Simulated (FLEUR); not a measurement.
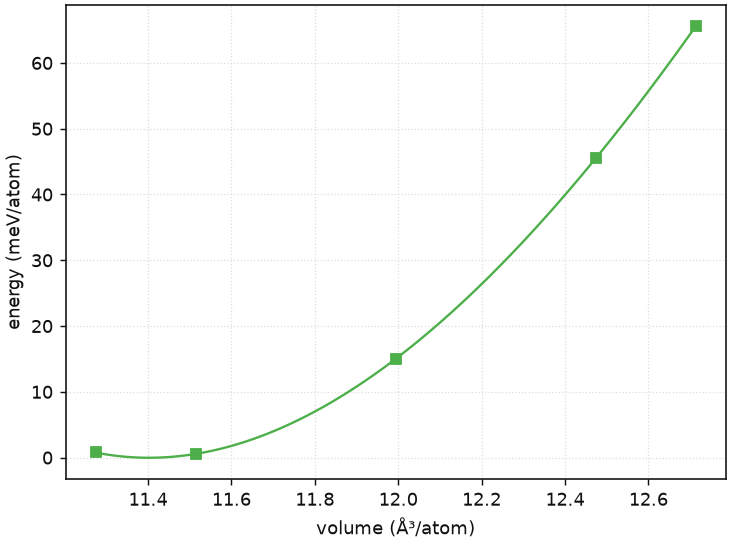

Plotted: energy against volume for Cu, space group Cmcm (No. 63).

Cell as given: a = 4.159 Å, b = 4.159 Å, c = 2.475 Å, α = 90.00°, β = 90.00°, γ = 145.93°; 2 atoms.

Method: all-electron LAPW DFT, no spin polarisation; energies at scaled volumes of the given cell, shape and fractions fixed, counted from the fit's minimum, third-order Birch-Murnaghan fit (FLEUR MaX-R8.1 (later development tree)). Level: LDA.

k mesh 11×11×11; occupations Fermi–Dirac; smearing width 0.05 eV; potentials all electron; program settings basis FLAPW, kmax 4.73 1/bohr.

The numbers behind the figure:

```csv
volume (Å³/atom),energy (meV/atom)
11.27,0.79
11.51,0.59
11.99,15.01
12.47,45.50
12.71,65.56
```

Caveats: shape and atomic fractions are frozen while scaling, which makes layered, chain and framework solids too stiff.
